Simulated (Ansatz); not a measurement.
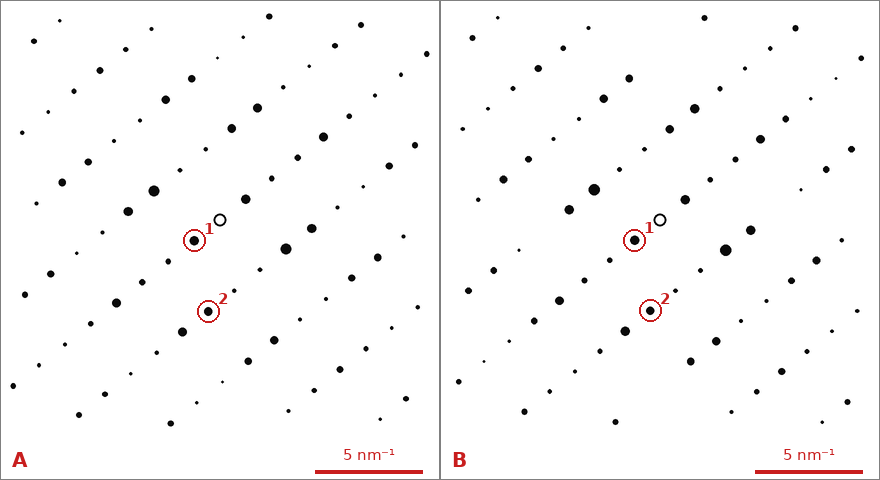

Kinematic electron diffraction patterns (300 kV, B = 0.5 Å², same scale) along [010] of the run's own cell, for the start and the end of one relaxation of SnSe2 with Ansatz 0.2.0, DFT r2SCAN, scalar-relativistic, plane waves, PAW. k mesh 10×10×6. The start is a known structure type, and the relaxation ends in the nearest stationary point of its symmetry, not necessarily the ground state. Spot 1 is 0 0 -1 and spot 2 is -1 0 -2 in both.

Start structure:

```yaml
crystal:
  lattice:
    - [3.77986, 0.00000, 0.00000]
    - [-1.88993, 3.27346, 0.00000]
    - [0.00000, 0.00000, 6.57997]
  atoms:
    - { symbol: Sn, position: [0.00000, 0.00000, 0.00000] }
    - { symbol: Se, position: [0.33333, 0.66667, 0.23530] }
    - { symbol: Se, position: [0.66667, 0.33333, 0.76470] }
```

**Which pattern belongs to the start structure, and which to the relaxed one?**

B is the start: its cell gives d(1) = 6.580 Å, d(2) = 2.321 Å and an angle of 45.1°. A is the relaxed structure, with d(1) = 6.401 Å (-2.7 %), d(2) = 2.304 Å (-0.7 %) and 44.0°.

**Name reflections whose intensity changes strongly on relaxation.**

0 0 5 goes from 11 to 5.3 % of the strongest spot; 0 0 3 goes from 4.8 to 9.3 % of the strongest spot.

**Summarise the relaxation behind the change.**

The volume changed by +0.0 % to 27.14 Å³ an atom; with the mean shift removed, the atoms moved by up to 0.07 Å relative to the cell (Se most); the space group stayed P-3m1 (No. 164); the free energy fell by 12 meV an atom. Relaxed cell: a = 3.832 Å, b = 3.832 Å, c = 6.401 Å, α = 90.00°, β = 90.00°, γ = 120.00°.
